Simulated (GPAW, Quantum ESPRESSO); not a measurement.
# Core-hole calculation of the B K edge in BAs (F-43m), part 4 of 4

Do two independent programs agree on the B K edge of BAs (F-43m)? The same cell and functional are run with XSpectra and with GPAW.

Quantum ESPRESSO 7.5 and GPAW 26.7.0; core-hole supercells, plane-wave PAW PBE.

So far. Step 12 (Ground state of the crystal (GPAW)): The mesh shows a gap of 1.23 eV, so the hole is first treated in a charged cell, without the excited electron. Step 13 (Spectrum without a core hole, B atom 2 (GPAW)): Main maxima below 24 eV (height): 2.5 eV (1.43), 4.6 eV (1.56), 6.1 eV (1.64), 10.6 eV (1.60), 14.8 eV (0.98) and 23.2 eV (0.81). 

**15. Spectrum with FCH, B atom 2 (GPAW)**

Level of this step: X-ray absorption from dipole matrix elements to empty bands, plane-wave PAW PBE (GPAW).

The holes are 5.9 Å apart. The excited electron is left out and a uniform background balances the charge. After the field has converged, empty bands are computed with the density fixed and the dipole matrix elements are summed.

xas.py

```python
import numpy as np
from ase import Atoms
from ase.parallel import parprint, paropen
from gpaw import GPAW, PW, FermiDirac, Mixer, MixerDif, setup_paths
from gpaw.test import gen
setup_paths.insert(0, '.')
gen('B', name='fch1s', xcname='PBE', corehole=(1, 0, 1), write_xml=True)
from gpaw.mpi import world
world.barrier()

atoms = Atoms('As6B6',
    cell=[[-2.3885, -2.3885, -4.777],
     [-2.3885, -2.3885, 4.777],
     [-2.3885, 4.777, 2.3885]],
    scaled_positions=[[0.875, 0.625, 0],
     [0.54166667, 0.625, 0.33333333],
     [0.375, 0.125, 0],
     [0.20833333, 0.625, 0.66666667],
     [0.04166667, 0.125, 0.33333333],
     [0.70833333, 0.125, 0.66666667],
     [0, 0, 0],
     [0.66666667, 0, 0.33333333],
     [0.5, 0.5, 0],
     [0.33333333, 0, 0.66666667],
     [0.16666667, 0.5, 0.33333333],
     [0.83333333, 0.5, 0.66666667]],
    pbc=True)
atoms.calc = calc = GPAW(legacy_gpaw=True, mode=PW(500, force_complex_dtype=True), xc='PBE', setups={6: 'fch1s'},
    kpts={'size': (4, 3, 4), 'gamma': True}, occupations=FermiDirac(0.02),
    charge=0, mixer=Mixer(0.1, 5, 50), maxiter=150,
    convergence={'density': 0.0001, 'eigenstates': 1e-6}, txt='scf.txt')
energy = atoms.get_potential_energy() + calc.get_reference_energy()
ef = calc.get_fermi_level()
out = dict(energy=energy, fermi=ef, forces=atoms.get_forces().tolist())
parprint(f'all-electron energy {energy:.4f} eV, Fermi level {ef:.4f} eV')
ev = np.array([[calc.get_eigenvalues(k, s) for k in range(len(calc.get_ibz_k_points()))] for s in range(calc.get_number_of_spins())])
out['homo'], out['lumo'], out['counts'] = ev[ev < ef].max(), ev[ev > ef].min(), sorted(set((ev < ef).sum((0, 2)).tolist()))
out['filled'] = (ev[:, 0] < ef).sum(1).tolist()

from ase.units import Ha
from gpaw.xas import dipole_matrix_elements
nb = int(calc.get_number_of_electrons() / 2) + 100
top, nb = nb, nb + 8 + nb // 12
nscf = calc.fixed_density(kpts={'size': (5, 4, 5), 'gamma': True}, nbands=nb,
    convergence={'bands': top, 'eigenstates': 1e-5}, maxiter=60, txt='nscf.txt')
cell = atoms.cell.array
ops = [cell.T @ U.T @ np.linalg.inv(cell.T) for U in nscf.wfs.kd.symmetry.op_scc]
filled = [24]  # bands filled in the ground state, by spin
E = np.arange(-6, 34, 0.1)
fwhm = np.interp(E, [4, 25], [0.9, 3.5])
Y, X, zero, highest = 0, 0, 1e9, 1e9
for spin in range(nscf.get_number_of_spins()):
    wfs = nscf.wfs
    A = dipole_matrix_elements(wfs.setups[6])
    eps = np.zeros((wfs.kd.nibzkpts, nb))
    d = np.zeros((3, A.shape[1], wfs.kd.nibzkpts, nb), complex)
    for kpt in wfs.kpt_u:
        if kpt.s == spin and 6 in kpt.P_ani:
            eps[kpt.k] = kpt.eps_n * Ha
            d[:, :, kpt.k] = (kpt.weight * wfs.nspins / 2) ** 0.5 * np.inner(A, kpt.P_ani[6])
    world.sum(eps)
    world.sum(d)
    T = np.einsum('amkn,bmkn->abkn', d, d.conj()).real
    T = sum(np.einsum('ai,ijkn,bj->abkn', R, T, R) for R in ops) / len(ops)
    empty = np.ones_like(eps, bool) & (np.arange(nb) >= filled[spin])
    zero, highest = min(zero, eps[empty].min()), min(highest, eps[:, top - 1].min())
    lines = [(eps, T, empty)] if spin == 0 else lines + [(eps, T, empty)]
for eps, T, empty in lines:
    f = np.einsum('aakn->akn', T).reshape(3, -1)
    x = eps.ravel() - zero
    w = np.interp(x, E, fwhm) / 2.35482
    g = np.exp(-0.5 * ((E[:, None] - x) / w) ** 2) / (w * (2 * np.pi) ** 0.5)
    Y = Y + (f * empty.ravel()) @ g.T
    X = X + (f * ~empty.ravel()) @ g.T
out.update(E=E.round(2).tolist(), xas=Y.tolist(), xes=X.tolist(), zero=zero, valid=highest - zero, nk=len(eps), nb=nb)
for i in range(0, len(E), 10):
    parprint(f'{E[i]:7.2f}', *(f'{v:10.3e}' for v in Y[:, i]))
import json
with paropen('out.json', 'w') as f:
    json.dump(out, f)
```

Started as:

```console
> OMP_NUM_THREADS=1 mpirun -n 4 gpaw python xas.py
```

Numbers of over 12 decimals in the logs are rounded to 6 here.

Log:

```text
Input parameters:
  convergence: {density: 0.0001,
                eigenstates: 1e-06}
  kpts: {gamma: True,
         size: (4, 3, 4)}
  maxiter: 150
  mixer: {backend: pulay,
          beta: 0.1,
          method: separate,
          nmaxold: 5,
          weight: 50}
  mode: {ecut: 500.0,
         force_complex_dtype: True,
         name: pw}
  occupations: {fixmagmom: False,
                name: fermi-dirac,
                width: 0.02}
  setups: {6: fch1s}
  xc: PBE

Initialize ...

[... PAW data sets ...]

Reference energy: -372827.704667  # eV

Spin-paired calculation

[... convergence settings ...]
Symmetries present (total): 2
  [... symmetry matrices ...]

48 k-points: 4 x 3 x 4 Monkhorst-Pack grid + [1/8,0.000000,1/8]
17 k-points in the irreducible part of the Brillouin zone
       k-points in crystal coordinates                weights
   0:     0.00000000    0.00000000    0.00000000          1/48
   1:     0.00000000    0.00000000    0.25000000          2/48
   2:     0.00000000    0.00000000    0.50000000          1/48
   3:     0.00000000    0.33333333    0.00000000          2/48
   4:     0.00000000    0.33333333    0.25000000          4/48
   5:     0.00000000    0.33333333    0.50000000          2/48
   6:     0.25000000   -0.33333333    0.00000000          4/48
   7:     0.25000000   -0.33333333    0.50000000          4/48
   8:     0.25000000    0.00000000    0.00000000          4/48
   9:     0.25000000    0.00000000    0.50000000          4/48
          ...
  16:     0.50000000    0.33333333    0.50000000          4/48

Wave functions: Plane wave expansion
  Cutoff energy: 500.000 eV
  Number of coefficients (min, max): 4134, 4173
  Pulay-stress correction: 0.000000 eV/Ang^3 (de/decut=0.000000)
  Using FFTW library
  Wavefunction extrapolation:
    Improved wavefunction reuse through dual PAW basis

Occupation numbers: Fermi-Dirac:
  width: 0.0200  # eV

Eigensolver
   Davidson(niter=2)

Densities:
  Coarse grid: 32*32*32 grid
  Fine grid: 64*64*64 grid
  Total Charge: 1.000000

Density mixing:
  Method: separate
  Backend: pulay
  Linear mixing parameter: 0.1
  old densities: 5
  Width of damping distribution: 1.1
  Damping of long wavelength oscillations: 50

[... Hamiltonian set-up ...]
Number of atoms: 12
Number of atomic orbitals: 48
Number of bands in calculation: 33
Number of valence electrons: 48
Bands to converge: occupied

... initialized

Initializing position-dependent things.

Density initialized from atomic densities
Creating initial wave functions:
  33 bands from LCAO basis set

             As

               B
                   As
                 B
         B  As       B
             As
              B
               B  As
          As

Atomic positions and initial magnetic moments

Positions:
   0 As    -3.582750   -3.582750   -1.194250    ( 0.0000,  0.0000,  0.0000)
   1 As    -3.582750   -1.194250    1.194250    ( 0.0000,  0.0000,  0.0000)
   2 As    -1.194250   -1.194250   -1.194250    ( 0.0000,  0.0000,  0.0000)
   3 As    -3.582750    1.194250    3.582750    ( 0.0000,  0.0000,  0.0000)
   4 As    -1.194250    1.194250    1.194250    ( 0.0000,  0.0000,  0.0000)
   5 As    -3.582750    1.194250   -1.194250    ( 0.0000,  0.0000,  0.0000)
   6 B      0.000000    0.000000    0.000000    ( 0.0000,  0.0000,  0.0000)
   7 B     -2.388500   -0.000000   -2.388500    ( 0.0000,  0.0000,  0.0000)
   8 B     -2.388500   -2.388500    0.000000    ( 0.0000,  0.0000,  0.0000)
   9 B     -2.388500    2.388500    0.000000    ( 0.0000,  0.0000,  0.0000)
  10 B     -2.388500   -0.000000    2.388500    ( 0.0000,  0.0000,  0.0000)
  11 B     -4.777000    0.000000    0.000000    ( 0.0000,  0.0000,  0.0000)

Unit cell:
           periodic     x           y           z      points  spacing
  1. axis:    yes   -2.388500   -2.388500   -4.777000    32     0.1514
  2. axis:    yes   -2.388500   -2.388500    4.777000    32     0.1724
  3. axis:    yes   -2.388500    4.777000    2.388500    32     0.1583

  Lengths:   5.850606   5.850606   5.850606
  Angles:   80.405932 120.000000 109.471221

Effective grid spacing dv^(1/3) = 0.1709

iter:   1  -101.683412
iter:   2   -95.184494   -1.40  -0.64
iter:   3   -90.227333   -1.02  -0.72
iter:   4   -89.944778   -1.65  -1.01
iter:   5   -89.836329   -1.97  -1.20
iter:   6   -89.903161   -1.93  -1.42
iter:   7   -89.799142   -2.46  -1.82
iter:   8   -89.797803   -4.40  -2.25
iter:   9   -89.796663c  -4.22  -2.37
iter:  10   -89.796364c  -4.35  -2.81
iter:  11   -89.796455c  -5.50  -2.90
iter:  12   -89.796211c  -5.06  -2.82
iter:  13   -89.796442c  -4.49  -3.03
iter:  14   -89.796117c  -4.75  -2.83
iter:  15   -89.796104c  -6.85c -3.35
iter:  16   -89.796103c  -6.06c -3.42
iter:  17   -89.796094c  -6.43c -3.58
iter:  18   -89.796094c  -7.36c -3.92
iter:  19   -89.796094c  -7.70c -4.02c

Converged after 19 iterations.

Dipole moment: (7.106278, 7.106278, -10.608349) |e|*Ang

Energy contributions relative to reference atoms: (reference = -372827.704667)

Kinetic:        +76.870774
Potential:      -88.881713
External:        +0.000000
XC:             -77.761872
Entropy (-ST):   -0.000000
Local:           -0.023282
SIC:             +0.000000
--------------------------
Free energy:    -89.796094
Extrapolated:   -89.796094

Showing only first 2 kpts
 Kpt  Band  Eigenvalues  Occupancy
  0    22      7.77384    2.00000
  0    23      7.78782    2.00000
  0    24      9.83924    0.00000
  0    25     10.32926    0.00000

  1    22      6.64296    2.00000
  1    23      7.57452    2.00000
  1    24      9.49613    0.00000
[...]
Fermi level: 8.23366

Gap: 1.386 eV
Transition (v -> c):
  (s=0, k=0, n=23, [0.00, 0.00, 0.00]) -> (s=0, k=2, n=24, [0.00, 0.00, 0.50])
Direct/indirect transitions are different
Direct gap: 1.922 eV
Transition at: (s=0, k=1, n=23, [0.00, 0.00, 0.25])

Forces in eV/Ang:
  0 As   -0.11857   -0.11857   -0.00123
  1 As    0.18046    0.15696   -0.11058
  2 As    0.13051    0.13051    0.38894
  3 As    0.15696    0.18046   -0.11058
  4 As    0.20406   -0.57677   -0.03696
  5 As   -0.57677    0.20406   -0.03696
  6 B     0.05878    0.05878   -0.00355
  7 B     0.24711    0.27147   -0.30291
  8 B    -0.06416   -0.06416    0.44986
  9 B     0.27147    0.24711   -0.30291
 10 B    -0.14133   -0.34886    0.03358
 11 B    -0.34886   -0.14133    0.03358
Scalar-relativistic atomic PBE calculation for B (Boron, Z=5)
Core hole in 1s state (1s occupation: 1.0)
300 radial gridpoints.
|------------------------------------------------|
|------------------------------------------------|
[... the atom generator's iteration count ...]

Energy contributions:
-------------------------
Kinetic:      +16.923827
XC:            -2.446370
Potential:    -31.470903
-------------------------
Total:        -16.993446

state      eigenvalue         ekin         rmax
-----------------------------------------------
1s^1.0 :    -8.619813    12.014061        0.202
2s^2.0 :    -0.872538     1.686908        1.272
2p^1.0 :    -0.649578     1.535951        1.118
-----------------------------------------------
(units: Bohr and Hartree)

Generating PAW setup
Kinetic energy of the core from tauc = 12.018096
Cutoffs:
rc(s)=1.200
rc(p)=1.200
rc(d)=1.200
rc(vbar)=1.080
rc(comp)=1.200
rc(nct)=1.200

Kinetic energy of the core states: 12.014061
Charge: 1.0
Core electrons: 1.0
Valence electrons: 3.0
Pseudo-core charge: 0.035742
Shape function alpha=6.944
Pseudo-electron charge 3.043936
state    eigenvalue         norm
--------------------------------
2s(2) :    -0.872538     1.031866
*s    :     0.127462
2p(1) :    -0.649578     0.944462
*p    :     0.350422
*d    :     0.000000
--------------------------------

Diagonalizing with gridspacing h=0.050

state   all-electron     PAW
-------------------------------
2s:      -0.872538    -0.873275
2p:      -0.649578    -0.650581
*d:                   -0.077574
*f:                   -0.014711
-------------------------------
all-electron energy -372917.5008 eV, Fermi level 8.2337 eV
[...]
31.00  2.492e-04  2.492e-04  2.519e-04
  32.00  2.225e-04  2.225e-04  2.277e-04
  33.00  2.073e-04  2.073e-04  2.119e-04
```

Elapsed: 1.7 min, on 4 MPI ranks of Arm Neoverse V2, shared host; peak memory 0.41 GiB.

The B K spectrum, B atom 2, full core hole (charged cell) (energy from the lowest empty level; intensity scaled to a mean of 1 over the first 20 eV):

| E (eV) | intensity |
| --- | --- |
| -2.0 | 0.00 |
| -0.5 | 0.03 |
| 1.0 | 1.84 |
| 2.5 | 1.95 |
| 4.0 | 1.92 |
| 5.5 | 1.28 |
| 7.0 | 1.12 |
| 8.5 | 0.90 |
| 10.0 | 1.09 |
| 11.5 | 0.54 |
| 13.0 | 0.55 |
| 14.5 | 0.72 |
| 16.0 | 0.45 |
| 17.5 | 0.31 |
| 19.0 | 0.45 |
| 20.5 | 0.64 |
| 22.0 | 0.72 |
| 23.5 | 0.68 |
| 25.0 | 0.62 |
| 26.5 | 0.60 |
| 28.0 | 0.58 |

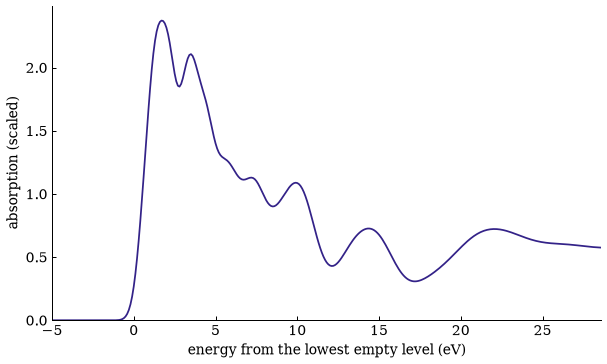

The B K edge, B atom 2, full core hole (charged cell): main maxima at 1.7, 3.5 and 9.9 eV.

Main maxima below 24 eV (height): 1.7 eV (2.37), 3.5 eV (2.11), 9.9 eV (1.09), 14.4 eV (0.73) and 22.1 eV (0.72). 

The hole costs E(hole) − E(ground) = 185.64 eV, and the lowest empty level of the hole cell on the spectrum's mesh lies at 9.03 eV, which puts the zero at 194.67 eV. With the free-atom term of -5.59 eV for this edge, the photon energy is 189.08 eV.

**16. Excitation energy, B atom 2 (GPAW)**

With the excited electron kept in the cell the system stays neutral, and the energy difference is an excitation energy by itself. In a small cell that electron takes up a good share of the lowest empty band, or all of one, which shifts the value from the true onset.

Changed against the first core-hole run: core hole to XCH, with the smearing that suits a partly filled band.

scf.py

```python
import numpy as np
from ase import Atoms
from ase.parallel import parprint, paropen
from gpaw import GPAW, PW, FermiDirac, Mixer, MixerDif, setup_paths
from gpaw.test import gen
setup_paths.insert(0, '.')
gen('B', name='fch1s', xcname='PBE', corehole=(1, 0, 1), write_xml=True)
from gpaw.mpi import world
world.barrier()

atoms = Atoms('As6B6',
    cell=[[-2.3885, -2.3885, -4.777],
     [-2.3885, -2.3885, 4.777],
     [-2.3885, 4.777, 2.3885]],
    scaled_positions=[[0.875, 0.625, 0],
     [0.54166667, 0.625, 0.33333333],
     [0.375, 0.125, 0],
     [0.20833333, 0.625, 0.66666667],
     [0.04166667, 0.125, 0.33333333],
     [0.70833333, 0.125, 0.66666667],
     [0, 0, 0],
     [0.66666667, 0, 0.33333333],
     [0.5, 0.5, 0],
     [0.33333333, 0, 0.66666667],
     [0.16666667, 0.5, 0.33333333],
     [0.83333333, 0.5, 0.66666667]],
    pbc=True)
atoms.calc = calc = GPAW(legacy_gpaw=True, mode=PW(500, force_complex_dtype=True), xc='PBE', setups={6: 'fch1s'},
    kpts={'size': (4, 3, 4), 'gamma': True}, occupations=FermiDirac(0.04),
    charge=-1, mixer=Mixer(0.1, 5, 50), maxiter=150,
    convergence={'density': 0.0001, 'eigenstates': 1e-6}, txt='scf.txt')
energy = atoms.get_potential_energy() + calc.get_reference_energy()
ef = calc.get_fermi_level()
out = dict(energy=energy, fermi=ef, forces=atoms.get_forces().tolist())
parprint(f'all-electron energy {energy:.4f} eV, Fermi level {ef:.4f} eV')
ev = np.array([[calc.get_eigenvalues(k, s) for k in range(len(calc.get_ibz_k_points()))] for s in range(calc.get_number_of_spins())])
out['homo'], out['lumo'], out['counts'] = ev[ev < ef].max(), ev[ev > ef].min(), sorted(set((ev < ef).sum((0, 2)).tolist()))
out['filled'] = (ev[:, 0] < ef).sum(1).tolist()
import json
with paropen('out.json', 'w') as f:
    json.dump(out, f)
```

Started as:

```console
> OMP_NUM_THREADS=1 mpirun -n 4 gpaw python scf.py
```

Log:

```text
Input parameters:
  charge: -1
  convergence: {density: 0.0001,
                eigenstates: 1e-06}
  kpts: {gamma: True,
         size: (4, 3, 4)}
  maxiter: 150
  mixer: {backend: pulay,
          beta: 0.1,
          method: separate,
          nmaxold: 5,
          weight: 50}
  mode: {ecut: 500.0,
         force_complex_dtype: True,
         name: pw}
  occupations: {fixmagmom: False,
[...]
2s(2) :    -0.872538     1.031866
*s    :     0.127462
2p(1) :    -0.649578     0.944462
*p    :     0.350422
*d    :     0.000000
--------------------------------

Diagonalizing with gridspacing h=0.050

state   all-electron     PAW
-------------------------------
2s:      -0.872538    -0.873275
2p:      -0.649578    -0.650581
*d:                   -0.077574
*f:                   -0.014711
-------------------------------
all-electron energy -372908.1738 eV, Fermi level 9.4992 eV
[key lines of the parts left out:]
Converged after 18 iterations.
Dipole moment: (7.082753, 7.082753, -10.548310) |e|*Ang
Free energy:    -80.474900
Fermi level: 9.49916
```

Run time: 17 s. Hardware: 4 MPI ranks; peak memory 0.25 GiB; 68 s of CPU time.

The total-energy difference is 194.97 eV. With the free-atom term of -5.59 eV for this edge, the photon energy is 189.38 eV.

**17. The two programs side by side**

The line shapes differ (Lorentzian half width 0.4 eV up to 4 eV, rising linearly to 1.75 eV at 25 eV (not a setting of the program: the run's 0.4 eV curve was folded afterwards with a further Lorentzian above 4 eV), against Gaussian full width 0.9 eV up to 4 eV, rising linearly to 3.5 eV at 25 eV), so both get a further Gaussian of 1.5 eV full width before they are compared; the Lorentzian tails remain.

| E (eV) | XSpectra | GPAW |
| --- | --- | --- |
| -2.00 | 0.11 | 0.00 |
| -1.25 | 0.19 | 0.03 |
| -0.50 | 0.42 | 0.20 |
| 0.25 | 0.92 | 0.77 |
| 1.00 | 1.54 | 1.61 |
| 1.75 | 1.87 | 2.09 |
| 2.50 | 1.89 | 2.07 |
| 3.25 | 1.87 | 1.98 |
| 4.00 | 1.77 | 1.85 |
| 4.75 | 1.55 | 1.57 |
| 5.50 | 1.35 | 1.33 |
| 6.25 | 1.22 | 1.19 |
| 7.00 | 1.13 | 1.11 |
| 7.75 | 1.05 | 1.03 |
| 8.50 | 0.98 | 0.97 |
| 9.25 | 0.97 | 1.00 |
| 10.00 | 0.94 | 1.00 |
| 10.75 | 0.83 | 0.84 |
| 11.50 | 0.68 | 0.61 |
| 12.25 | 0.61 | 0.51 |
| 13.00 | 0.62 | 0.56 |
| 13.75 | 0.66 | 0.65 |
| 14.50 | 0.66 | 0.68 |
| 15.25 | 0.60 | 0.60 |
| 16.00 | 0.51 | 0.47 |
| 16.75 | 0.45 | 0.36 |
| 17.50 | 0.44 | 0.34 |
| 18.25 | 0.46 | 0.38 |
| 19.00 | 0.50 | 0.45 |
| 19.75 | 0.55 | 0.54 |
| 20.50 | 0.61 | 0.63 |
| 21.25 | 0.64 | 0.69 |
| 22.00 | 0.66 | 0.71 |
| 22.75 | 0.66 | 0.70 |
| 23.50 | 0.64 | 0.68 |
| 24.25 | 0.62 | 0.64 |
| 25.00 | 0.61 | 0.62 |
| 25.75 | 0.59 | 0.61 |
| 26.50 | 0.59 | 0.60 |
| 27.25 | 0.58 | 0.59 |
| 28.00 | 0.57 | 0.58 |

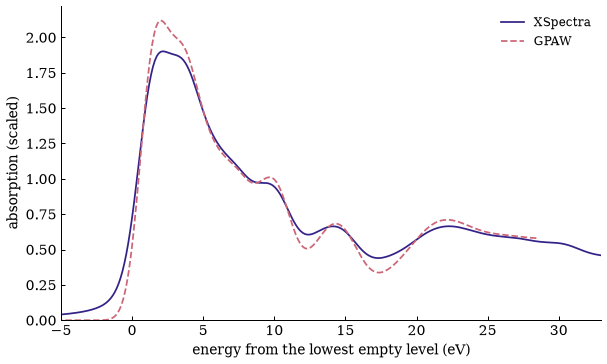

XSpectra and GPAW after a common extra broadening.

|  | XSpectra | GPAW |
| --- | --- | --- |
| k mesh of the spectrum | 5×4×5 | 5×4×5 |
| cutoff (eV) | 762 | 500 |
| highest intensity below 16 eV after the common broadening, eV (height) | 2.1 (1.90) | 2.0 (2.12) |
| zero, corrected photon energy (eV) | 189.2 | 189.1 |
| core time, hole field and spectrum | 11 min | 6.8 min |

**18. What the core hole does**

XSpectra's curves. Both curves are counted from their own zero, so only the shift of weight within the empty states shows.

| E (eV) | no hole | FCH |
| --- | --- | --- |
| -2.0 | 0.04 | 0.09 |
| -1.0 | 0.07 | 0.17 |
| 0.0 | 0.15 | 0.56 |
| 1.0 | 0.39 | 1.72 |
| 2.0 | 1.00 | 2.01 |
| 3.0 | 1.06 | 1.85 |
| 4.0 | 1.22 | 1.74 |
| 5.0 | 1.34 | 1.39 |
| 6.0 | 1.53 | 1.28 |
| 7.0 | 1.28 | 1.21 |
| 8.0 | 1.43 | 0.98 |
| 9.0 | 1.49 | 1.00 |
| 10.0 | 1.32 | 1.18 |
| 11.0 | 1.81 | 0.79 |
| 12.0 | 0.80 | 0.45 |
| 13.0 | 0.77 | 0.65 |
| 14.0 | 0.90 | 0.70 |
| 15.0 | 1.11 | 0.87 |
| 16.0 | 0.86 | 0.41 |
| 17.0 | 0.44 | 0.29 |
| 18.0 | 0.40 | 0.41 |
| 19.0 | 0.59 | 0.43 |
| 20.0 | 0.49 | 0.61 |
| 21.0 | 0.68 | 0.76 |
| 22.0 | 0.77 | 0.79 |
| 23.0 | 1.02 | 0.83 |
| 24.0 | 0.89 | 0.68 |
| 25.0 | 0.92 | 0.69 |
| 26.0 | 0.77 | 0.63 |
| 27.0 | 0.92 | 0.71 |
| 28.0 | 0.79 | 0.61 |
| 29.0 | 0.75 | 0.50 |
| 30.0 | 0.89 | 0.71 |
| 31.0 | 0.79 | 0.63 |
| 32.0 | 0.70 | 0.40 |

With each curve scaled to its own mean, the area from −2 to 6 eV with the hole is 10.2 against 6.0, and the centre of weight from −1 to 20 eV moves by -2.0 eV: the hole pulls the absorber's empty states down.

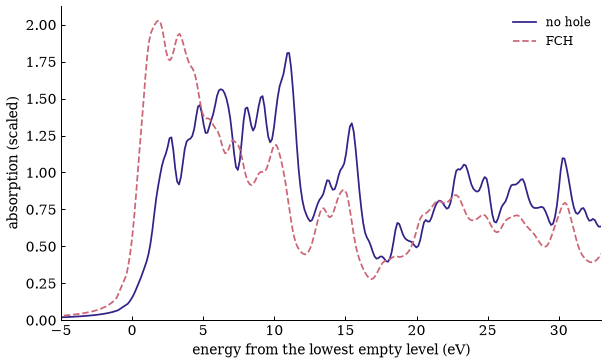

The B K edge with and without the core hole, each from its own zero; the highest intensity below 16 eV lies at 1.9 eV with the hole.

**19. What came out**

```yaml
absorber_and_edge: B K, atom 2 of the ground-state input (counted from 1)
surroundings: 4 As at 2.07 Å (tetrahedral, site symmetry -43m)
highest_intensity_below_16_ev_xspectra_narrow_line: 1.9 eV above the zero, height 2.03
photon_energy_of_the_zero_with_the_added_terms: 189.2 eV (raw 194.8 eV; uncertain by a few eV)
```

What this shows: The two programs agree closely: 9 % r.m.s. remains over the first 14 eV after a relative shift of 0.0 eV, and their photon-energy zeros differ by 0.1 eV. In XSpectra the B K edge of atom 2, with 4 As at 2.07 Å (tetrahedral, site symmetry -43m), has its highest intensity of the first 16 eV at 1.9 eV above the zero, near 191 eV in photon energy (uncertain by a few eV), 2.0 times the mean level of the first 20 eV (Lorentzian half width 0.4 eV). In XSpectra: With each curve scaled to its own mean, the area from −2 to 6 eV with the hole is 10.2 against 6.0, and the centre of weight from −1 to 20 eV moves by -2.0 eV: the hole pulls the absorber's empty states down. In GPAW: With each curve scaled to its own mean, the area from −2 to 6 eV with the hole is 10.3 against 6.4, and the centre of weight from −1 to 20 eV moves by -1.9 eV: the hole pulls the absorber's empty states down. In XSpectra the neutral-cell energy lies +0.2 eV from the charged-cell zero, a gap made of the charged-cell error and of where the added electron settles. In GPAW the neutral-cell energy lies +0.3 eV from the charged-cell zero, a gap made of the charged-cell error and of where the added electron settles. The gap reads 1.17 to 1.41 eV on different meshes, so it is partly a figure of the sampling, and the zero with it. The holes are only 5.9 Å apart, so the shape is probably not converged with cell size; no larger cell was run here. The structure is a published determination, not relaxed.

[Banner, clock and machine lines of the logs are left out without a mark of their own.]

[Logs are printed without paths, hosts, clocks, repeated set-up lines and the standing remarks that a program may print on its own settings, such as how far it seeks lower states.]

[Hosts, paths, dates, database ids (printed as entryN), source tags and the programs' standing remarks are cut or masked in the printed files.]

[Lists of maxima count a maximum above −3 eV only where it reaches 4 % of the highest in the window and stands out from its surroundings by 2 % of it (1.5 % where it reaches 55 %); shoulders and weaker maxima are passed over, and of the rest the first, up to two pre-edge ones and the few strongest are named.]
